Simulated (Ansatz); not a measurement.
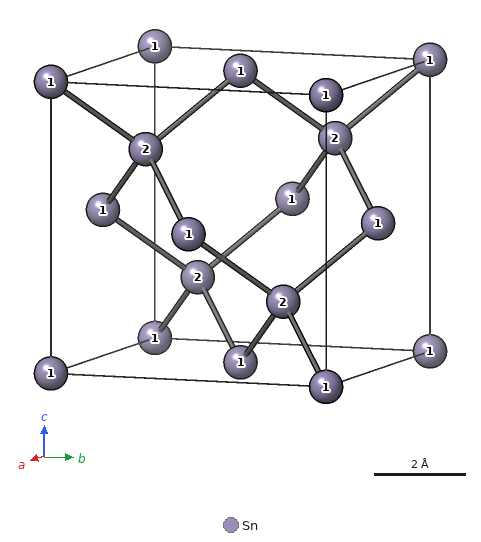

Figure 1. The structure as given in the input (ball-and-stick view of the cell 4 times as large as that of the calculation, set on its symmetry axes, seen slightly off an axis; atoms are numbered from 1 in the order of the input).

Geometry relaxation, with input and output: Sn

- system: Sn (Fd-3m, 2 atoms in the cell)
- method: DFT PBEsol, scalar-relativistic, plane waves, PAW, no spin polarisation (Ansatz 0.2.0)

The structure derives from a Materials Project entry. It belongs to a series of runs on one base structure; here: relaxed at 2 GPa. Figures and captions count atoms from 1; the log counts them from 0 in places.

### The program's output
```
Engine: ansatz 0.2.0, x86_64-unknown-linux-gnu
Pseudopotentials: kind: paw
Pseudopotential: Sn, paw, valence charge 14, recommended cutoff 420 eV (normal), Sn.paw.azcp
Functional definition: PBEsol
  exchange = pbesol_x
  correlation = pbesol_c
Crystal: 2 atoms, lattice volume = 68.618 Å³
Basis set: ecut = 420 eV, 1363 PW (Γ), exchange–correlation on 64×64×64 points (8 copies of the dense FFT grid, shifted against one another)
Bands: 18, of which v1, the nominal top of the filled ones, is band 14 counted from 1 (13 counted from 0)
Symmetry: 48 space group operations
Space group: Fd-3m (ITA 227), of the structure as read, at distance tolerance 4.1e-5 Å
k-points: 72 of 1728
Non-local potential: Sn, projectors of the file, l = 0: 2, l = 1: 2, l = 2: 2, l = 3: 2
PAW form: soft (Blöchl's): semilocal exchange-correlation on the pseudo side does not see the compensation charge
PAW frozen core: Sn, regenerated for the run's functional, and the local potential with it (the file was generated under x = pbe(κ = 0.804, μ = 0.2195149727645171), c = pbe(β = 0.06672455060314922))
PAW one-centre angular grid: Sn, 590 points (default); XC on 64 Gauss nodes
Initial density: superposition of atomic densities (neutral atoms: chi_scale 0, normalization atom), corrected by the library's trained network
Initial wavefunctions: pseudopotential atomic-orbital guess
Functional: x = pbesol(κ = 0.804, μ = 0.12345679012345678), c = pbesol(β = 0.046)
SCF iter   1: F=—  HF=-11899.506745 eV  |F-HF|=—  |Δ(HF+E_count)|=         —  Δρ=2.54e-3  dr2=4.47e-3  ethr=1.77e-3  ⟨swp⟩=5.8  Hψ=6849  notcnv=0
preconditioner: auto → Kerker (q_TF=auto, 2.350 Å⁻¹)  [metal: Δε(μ)=0.110 eV  Ē_g=19.995 eV  σ=0.100 eV  W_gap=0.50  n_scr=14 (ndim 8)  ℏωp=23.7 eV  f_vac=0.094  D(μ)=0.23/eV (n_scr^D=0)]
SCF iter   2: F=—  HF=-11899.504220 eV  |F-HF|=—  |Δ(HF+E_count)|=   2.53e-3  Δρ=1.47e-3  dr2=2.06e-3  ethr=1.59e-5  ⟨swp⟩=1.6  Hψ=2150  notcnv=0
preconditioner: auto → none  [insulator: Δε(μ)=0.113 eV  Ē_g=20.026 eV  σ=0.100 eV  W_gap=0.51  n_scr=14 (ndim 8)  ℏωp=23.7 eV  f_vac=0.092  D(μ)=0.23/eV (n_scr^D=0)  ε∞_Penn≈2.4]
SCF iter   3: F=—  HF=-11899.504211 eV  |F-HF|=—  |Δ(HF+E_count)|=   9.18e-6  Δρ=4.48e-4  dr2=1.08e-4  ethr=7.36e-6  ⟨swp⟩=2.0  Hψ=2304  notcnv=0
SCF iter   4: F=—  HF=-11899.504182 eV  |F-HF|=—  |Δ(HF+E_count)|=   2.88e-5  Δρ=2.00e-4  dr2=2.30e-5  ethr=3.85e-7  ⟨swp⟩=2.0  Hψ=2305  notcnv=0
SCF iter   5: F=—  HF=-11899.504175 eV  |F-HF|=—  |Δ(HF+E_count)|=   6.51e-6  Δρ=6.88e-5  dr2=3.17e-6  ethr=8.21e-8  ⟨swp⟩=2.3  Hψ=2270  notcnv=0
SCF iter   6: F=—  HF=-11899.504174 eV  |F-HF|=—  |Δ(HF+E_count)|=   1.12e-6  Δρ=1.34e-5  dr2=1.05e-7  ethr=1.13e-8  ⟨swp⟩=2.0  Hψ=2304  notcnv=0
SCF iter   7: F=-11899.504174 eV  HF=-11899.504174 eV  |F-HF|=6.44e-10  |Δ(HF+E_count)|=   4.23e-8  Δρ=1.12e-6  dr2=6.96e-10  ethr=3.57e-10  ⟨swp⟩=6.4  Hψ=6088  notcnv=0
SCF 1 converged in 7 iterations: F = -11899.504174 eV  dr2 = 6.96e-10
  greatest PAW one-centre occupation: 0.991 electrons in one spin orbital (limit 2), on the Sn atom at site 1 (counted from 0), in its partial waves of l = 2
relax step   1: F+E_penalty+E_count = -11899.50417407 eV  Δ(F+E_penalty+E_count) = +0.000e0 eV  max|allowed force component| = 4.626e-18 eV/Å  Δτ_max = 0.0000 Å  P = +0.829 GPa  Ω = 68.618 Å³  (7 SCF iters, dr2 threshold 1.00e-7 eV, accepted)
Crystal: 2 atoms, lattice volume = 65.797 Å³
Basis set: ecut = 420 eV, 1243 PW (Γ), exchange–correlation on 64×64×64 points (8 copies of the dense FFT grid, shifted against one another)
Initial density: handed on by an earlier stage of this run
Initial wavefunctions: those handed on with the density
iter 1 solved again at ethr=4.38e-6 eV; its pass at ethr=3.10e-3 eV (dr2=1.23e-3 eV) is discarded
SCF iter   1: F=—  HF=-11899.472246 eV  |F-HF|=—  |Δ(HF+E_count)|=         —  Δρ=1.32e-3  dr2=1.24e-3  ethr=4.38e-6  ⟨swp⟩=2.5  Hψ=8770  notcnv=0
preconditioner: auto → Kerker (q_TF=auto, 2.366 Å⁻¹)  [metal: Δε(μ)=0.045 eV  Ē_g=20.222 eV  σ=0.100 eV  W_gap=0.24  n_scr=14 (ndim 8)  ℏωp=24.2 eV  f_vac=0.060  D(μ)=0.17/eV (n_scr^D=0)]
SCF iter   2: F=—  HF=-11899.472244 eV  |F-HF|=—  |Δ(HF+E_count)|=   2.22e-6  Δρ=8.83e-4  dr2=6.74e-4  ethr=4.38e-6  ⟨swp⟩=1.0  Hψ=1296  notcnv=0
SCF iter   3: F=—  HF=-11899.472253 eV  |F-HF|=—  |Δ(HF+E_count)|=   8.98e-6  Δρ=2.02e-4  dr2=6.17e-5  ethr=2.41e-6  ⟨swp⟩=1.0  Hψ=1296  notcnv=0
SCF iter   4: F=—  HF=-11899.472276 eV  |F-HF|=—  |Δ(HF+E_count)|=   2.31e-5  Δρ=8.62e-5  dr2=8.81e-6  ethr=2.20e-7  ⟨swp⟩=2.1  Hψ=1544  notcnv=0
SCF iter   5: F=-11899.472281 eV  HF=-11899.472281 eV  |F-HF|=2.68e-7  |Δ(HF+E_count)|=   5.02e-6  Δρ=1.35e-5  dr2=1.14e-7  ethr=7.14e-10  ⟨swp⟩=5.6  Hψ=7038  notcnv=0
SCF 2 converged in 5 iterations: F = -11899.472281 eV  dr2 = 1.14e-7
relax step   2: F+E_penalty+E_count = -11899.47228090 eV  Δ(F+E_penalty+E_count) = +3.189e-2 eV  max|allowed force component| = 1.026e-17 eV/Å  Δτ_max = 0.0000 Å  P = +2.934 GPa  Ω = 65.797 Å³  energy of the carried Pulay correction = +4.899e-4 eV  (5 SCF iters, dr2 threshold 2.00e-7 eV, accepted)
Crystal: 2 atoms, lattice volume = 67.019 Å³
iter 1 solved again at ethr=1.06e-6 eV; its pass at ethr=3.10e-3 eV (dr2=2.97e-4 eV) is discarded
SCF iter   1: F=—  HF=-11899.490655 eV  |F-HF|=—  |Δ(HF+E_count)|=         —  Δρ=5.81e-4  dr2=2.43e-4  ethr=1.06e-6  ⟨swp⟩=3.0  Hψ=8119  notcnv=0
preconditioner: auto → Kerker (q_TF=auto, 2.359 Å⁻¹)  [metal: Δε(μ)=0.045 eV  Ē_g=20.153 eV  σ=0.100 eV  W_gap=0.25  n_scr=14 (ndim 8)  ℏωp=24.0 eV  f_vac=0.081  D(μ)=0.21/eV (n_scr^D=0)]
SCF iter   2: F=—  HF=-11899.490656 eV  |F-HF|=—  |Δ(HF+E_count)|=   1.26e-6  Δρ=3.88e-4  dr2=1.32e-4  ethr=8.68e-7  ⟨swp⟩=1.0  Hψ=1296  notcnv=0
SCF iter   3: F=—  HF=-11899.490660 eV  |F-HF|=—  |Δ(HF+E_count)|=   4.06e-6  Δρ=8.73e-5  dr2=1.22e-5  ethr=4.70e-7  ⟨swp⟩=1.0  Hψ=1296  notcnv=0
SCF iter   4: F=—  HF=-11899.490666 eV  |F-HF|=—  |Δ(HF+E_count)|=   5.88e-6  Δρ=3.62e-5  dr2=1.51e-6  ethr=4.35e-8  ⟨swp⟩=2.0  Hψ=1583  notcnv=0
SCF iter   5: F=-11899.490667 eV  HF=-11899.490667 eV  |F-HF|=5.69e-8  |Δ(HF+E_count)|=   1.04e-6  Δρ=5.94e-6  dr2=2.30e-8  ethr=7.14e-10  ⟨swp⟩=4.8  Hψ=6523  notcnv=0
SCF 3 converged in 5 iterations: F = -11899.490667 eV  dr2 = 2.30e-8
relax step   3: F+E_penalty+E_count = -11899.49066745 eV  Δ(F+E_penalty+E_count) = -1.839e-2 eV  max|allowed force component| = 2.082e-17 eV/Å  Δτ_max = 0.0000 Å  P = +1.959 GPa  Ω = 67.019 Å³  energy of the carried Pulay correction = +2.751e-4 eV  (5 SCF iters, dr2 threshold 2.00e-7 eV, accepted)
Initial wavefunctions: pseudopotential atomic-orbital guess (no wavefunctions were taken with the density)
iter 1 solved again at ethr=3.75e-7 eV; its pass at ethr=3.10e-3 eV (dr2=1.05e-4 eV) is discarded
SCF iter   1: F=—  HF=-11899.490390 eV  |F-HF|=—  |Δ(HF+E_count)|=         —  Δρ=2.26e-5  dr2=7.38e-8  ethr=3.75e-7  ⟨swp⟩=2.6  Hψ=9746  notcnv=0
eigensolver tolerance schedule: the retry pair's looser diagonalisation over-reported the residual by 1421.31 of it (diagonalisation noise at 0.21 of the residual, at the tolerance the schedule requests for it); recorded, not acted on — ethr = c·dr2/N_el stays at c = 1.0e-1
preconditioner: auto → Kerker (q_TF=auto, 2.359 Å⁻¹)  [metal: Δε(μ)=0.045 eV  Ē_g=20.153 eV  σ=0.100 eV  W_gap=0.25  n_scr=14 (ndim 8)  ℏωp=24.0 eV  f_vac=0.078  D(μ)=0.21/eV (n_scr^D=0)]
SCF iter   2: F=—  HF=-11899.490389 eV  |F-HF|=—  |Δ(HF+E_count)|=   1.36e-6  Δρ=1.13e-5  dr2=2.60e-8  ethr=2.64e-10  ⟨swp⟩=2.9  Hψ=2435  notcnv=0
SCF iter   3: F=—  HF=-11899.490389 eV  |F-HF|=—  |Δ(HF+E_count)|=   4.52e-8  Δρ=2.91e-6  dr2=7.53e-9  ethr=9.29e-11  ⟨swp⟩=2.0  Hψ=2305  notcnv=0
SCF iter   4: F=—  HF=-11899.490389 eV  |F-HF|=—  |Δ(HF+E_count)|=   9.20e-9  Δρ=9.93e-7  dr2=9.23e-10  ethr=2.69e-11  ⟨swp⟩=3.0  Hψ=2310  notcnv=0
SCF iter   5: F=—  HF=-11899.490389 eV  |F-HF|=—  |Δ(HF+E_count)|=  6.80e-10  Δρ=4.02e-7  dr2=1.38e-10  ethr=3.30e-12  ⟨swp⟩=2.0  Hψ=2305  notcnv=0
SCF iter   6: F=-11899.490389 eV  HF=-11899.490389 eV  |F-HF|=3.64e-12  |Δ(HF+E_count)|=  3.82e-11  Δρ=8.69e-8  dr2=5.42e-12  ethr=1.00e-12  ⟨swp⟩=5.5  Hψ=5536  notcnv=0
SCF 4 converged in 6 iterations: F = -11899.490389 eV  dr2 = 5.42e-12
relax step   4: F+E_penalty+E_count = -11899.49038876 eV  Δ(F+E_penalty+E_count) = +2.787e-4 eV  max|allowed force component| = 2.053e-17 eV/Å  Δτ_max = 0.0000 Å  P = +1.959 GPa  Ω = 67.019 Å³  stress off target by 4.07e-2 GPa  SCF on the basis re-selected at this cell (its energy is not comparable with the rows above)  (6 SCF iters)
```

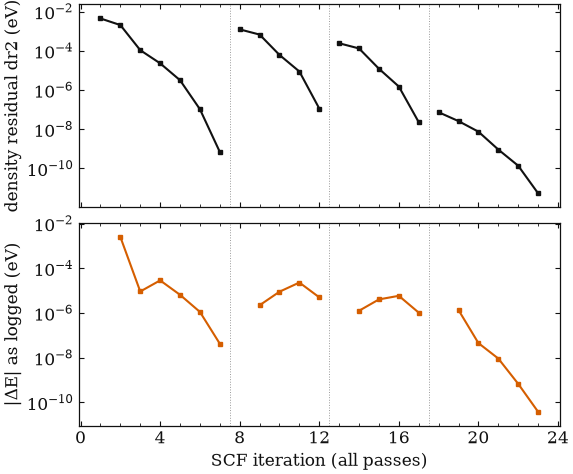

Figure 2. Convergence of the self-consistent field: density residual dr2 and size of the energy change against the SCF iteration. The dotted lines part the SCF passes of the relaxation: geometry steps, rejected trials and re-solves on a re-selected basis. The passes take 7, 5, 5 and 6 iterations.

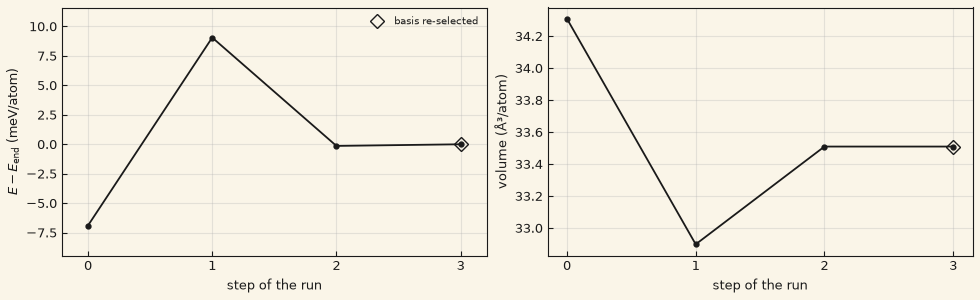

Figure 3. Progress of the relaxation, step by step (the first geometry is step 0 here and step 1 in the log).

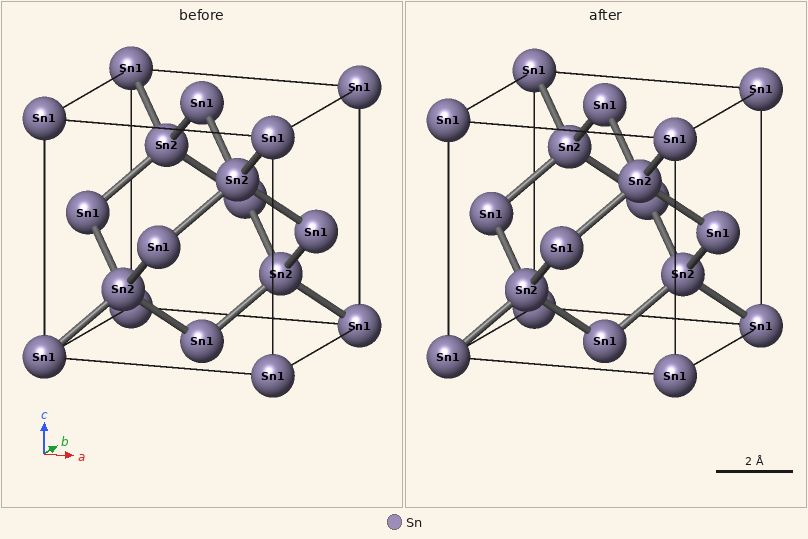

Figure 4. Before (left) and after (right) the relaxation, at one scale (ball-and-stick view of the cell 4 times as large as that of the calculation, set on its symmetry axes, seen slightly off an axis). Over 2 geometry steps the energy rises by 6.8 meV per atom. All forces vanish by symmetry, so only the cell relaxes. Pressure: 0.83 GPa at the start and 1.96 GPa at the end. No atom moves by more than 0.005 Å relative to the cell. The volume changes by −2.3 %, with a = b = c 6.499 → 6.448 Å (−0.8 %). Among the contacts that change: Sn1–Sn2 2.814 → 2.792 Å. The space group stays Fd-3m (No. 227). A last SCF at the same geometry on a re-selected plane-wave basis shifts the energy by +0.1 meV per atom. (Atoms are counted from 1 in the order of the input.)

```
basis re-selected at this cell: Δ(F+E_penalty+E_count) = +2.787e-4 eV, ΔP = +0.000 GPa vs the last step (what re-selecting the basis moved, of the pressure what is left beyond the Pulay correction that the steps carried, after the strain that the cell walked since its last selection, with what the two solves' SCF thresholds leave and, on support functions, any second-order correction that the steps lacked; it is no measure of the basis error at this ecutwfc). This SCF's stress stands 4.07e-2 GPa from its target on what of the cell is left free (relax.cell.stress_tol is 8.00e-2 GPa) and its largest allowed force component is 2.05e-17 eV/Å (relax.f_tol is 8.00e-3 eV/Å): within both
SCF converged after 6 iterations
Free energy (F): -11899.490389 eV
Harris-Foulkes:  -11899.490389 eV  (|F-HF|=3.64e-12)
Internal energy: -11899.489362 eV  (E = F + TS)
E sigma→0 (E₀):  -11899.489876 eV
Entropy (-TS):   -0.001026 eV (-0.513 meV/atom)
Fermi energy:    7.930357 eV
--- Per-component energies (eV) ---
  E_band       = -245.313167
  E_kinetic    = 376.190470
  E_local      = -2280.582434  (includes V_loc(G=0)·N_el)
  E_nonlocal   = -60.276859
  E_hartree    = 1313.608921
  E_xc         = -757.813586
  E_vxc        = -193.278833  (∫ρ·V_xc dr)
  E_paw        = -8133.323927  (= ΣΔE_a)
  E_vpaw       = -714.583344  (= ΣTr[D̂ρ^β])
  E_aug_tail   = -0.000001  (compensation charges beyond the density's cutoff)
  E_ewald      = -2357.861626
  E_core_change = 0.569680  (= ΣΔE_core)
  E_smearing   = -0.001026  (= −TS)
  E_closure    = 0.000000  (closes the sum)
  Σ components = -11899.490389   (vs F -11899.490389, Δ=0.00e0)
--- Forces (eV/Å), atoms counted from 1 ---
  atom   1  Sn     0.00000000     0.00000000    -0.00000000
  atom   2  Sn    -0.00000000     0.00000000     0.00000000
  max |Σ_I F_I| component: 2.26e-17 eV/Å
--- Stress (GPa, compression-positive) ---
        1.959278       0.000000      -0.000000
        0.000000       1.959278      -0.000000
       -0.000000      -0.000000       1.959278
  P = ⅓ Tr σ = 1.9593 GPa (19.593 kbar)
--- Band table (eV; the first three rows and the last of 72) ---
  k-point 0: bands = ["-13.7423", "-13.7423", "-13.7423", "-13.6786", "-13.6786", "-13.3512", "-13.3512", "-13.3512", "-13.3394", "-13.3394", "-2.8383", "7.3657", "8.0100", "8.0100", "8.0100", "10.0754", "10.0754", "10.0754"]
  k-point 1: bands = ["-13.7482", "-13.7482", "-13.7405", "-13.6704", "-13.6704", "-13.3647", "-13.3647", "-13.3535", "-13.3272", "-13.3272", "-2.7694", "6.4100", "7.8634", "7.8634", "8.4799", "10.2624", "10.2624", "10.3780"]
  k-point 2: bands = ["-13.7594", "-13.7594", "-13.7355", "-13.6535", "-13.6535", "-13.3820", "-13.3820", "-13.3599", "-13.3133", "-13.3133", "-2.5656", "5.1088", "7.5524", "7.5524", "8.4900", "10.6544", "10.6544", "11.2926"]
  k-point 71: bands = ["-13.8151", "-13.8151", "-13.5930", "-13.5930", "-13.5170", "-13.5170", "-13.4702", "-13.4702", "-13.2510", "-13.2510", "0.3888", "0.3888", "4.7804", "4.7804", "11.3759", "11.3759", "11.9094", "11.9094"]
--- Relaxed structure (3 steps of the walk, 3 accepted, 1 SCFs on fresh bases) ---
  F+E_penalty+E_count = -11899.49038876 eV   max|allowed force component| = 2.053e-17 eV/Å   (the final SCF, on the basis selected at the relaxed cell)
  cell:  # Å, volume = 67.0194 Å³
    - [1.019074406579118e-33, 3.2239645282501352, 3.2239645282501352]
    - [3.2239645282501352, 0.0, 3.2239645282501352]
    - [3.2239645282501352, 3.2239645282501352, -1.5286116098686767e-34]
  atoms:
    - { symbol: Sn, position: [7.022933875235256e-36, -5.9424825098144475e-36, -1.3814342457880342e-35] }
    - { symbol: Sn, position: [0.25000000000000006, 0.25000000000000006, 0.25000000000000006] }
```

### Trajectory as extended XYZ (Å, eV, eV/Å), 4 frames, from step=1 to step=4
```
2
Lattice="0.0000 3.2494 3.2494 3.2494 0.0000 3.2494 3.2494 3.2494 0.0000" Properties=species:S:1:pos:R:3:forces:R:3 step=1 energy=-11899.50417 pressure_GPa=0.83
Sn    0.0000    0.0000    0.0000    0.0000   0.0000   0.0000
Sn    1.6247    1.6247    1.6247    0.0000   0.0000   0.0000
2
Lattice="0.0000 3.2042 3.2042 3.2042 0.0000 3.2042 3.2042 3.2042 0.0000" Properties=species:S:1:pos:R:3:forces:R:3 step=2 energy=-11899.47228 pressure_GPa=2.93
Sn    0.0000    0.0000    0.0000    0.0000   0.0000   0.0000
Sn    1.6021    1.6021    1.6021    0.0000   0.0000   0.0000
2
Lattice="0.0000 3.2240 3.2240 3.2240 0.0000 3.2240 3.2240 3.2240 0.0000" Properties=species:S:1:pos:R:3:forces:R:3 step=3 energy=-11899.49067 pressure_GPa=1.96
Sn    0.0000    0.0000    0.0000    0.0000   0.0000   0.0000
Sn    1.6120    1.6120    1.6120    0.0000   0.0000   0.0000
2
Lattice="0.0000 3.2240 3.2240 3.2240 0.0000 3.2240 3.2240 3.2240 0.0000" Properties=species:S:1:pos:R:3:forces:R:3 step=4 energy=-11899.49039 pressure_GPa=1.96
Sn    0.0000    0.0000    0.0000    0.0000   0.0000   0.0000
Sn    1.6120    1.6120    1.6120    0.0000   0.0000   0.0000
```

This output came from the following input.

### Input
```yaml
crystal:
  lattice:
    - [0.0, 3.2493917883, 3.2493917883]
    - [3.2493917883, 0.0, 3.2493917883]
    - [3.2493917883, 3.2493917883, 0.0]
  atoms:
    - { symbol: Sn, position: [0.0, 0.0, 0.0] }
    - { symbol: Sn, position: [0.25, 0.25, 0.25] }
basis:
  ecutwfc: 420
kpoints:
  mp_grid: { grid: [12, 12, 12] }
hamiltonian:
  xc: pbesol
scf:
  occupations: { method: gaussian, width: 0.1 }
output:
  forces: true
  stress: true
  eigenvalues: true
relax:
  adjacent_minimum: "off"
  f_tol: 0.008
  max_steps: 50
  cell: { stress_tol: 0.08, p_target: 2.0 }
```

Launch command:
```bash
ansatz run input.yaml --threads 1 --pin off --max-ram 2560MiB --backend cpu --events-out ev --progress --plain --runs-dir out
```

### Key numbers

- outcome: converged
- space group (tolerance 0.01 Å): Fd-3m (227)
- electrons treated: 28
- free energy: −11899.4904 eV
- Fermi energy: 7.930 eV
- gap on the k-point mesh: none (metallic)
- pressure: 1.96 GPa
- final volume: 67.02 Å³
- largest force (length of the vector) at the end: under 0.001 eV/Å
- final cell: a = 4.559 Å, b = 4.559 Å, c = 4.559 Å, α = 60.00°, β = 60.00°, γ = 60.00°
- hardware: 1 thread of AMD EPYC (Zen 5), 32 GiB of memory available, shared host
- wall time: 7.7 s
- peak memory: 0.45 GiB
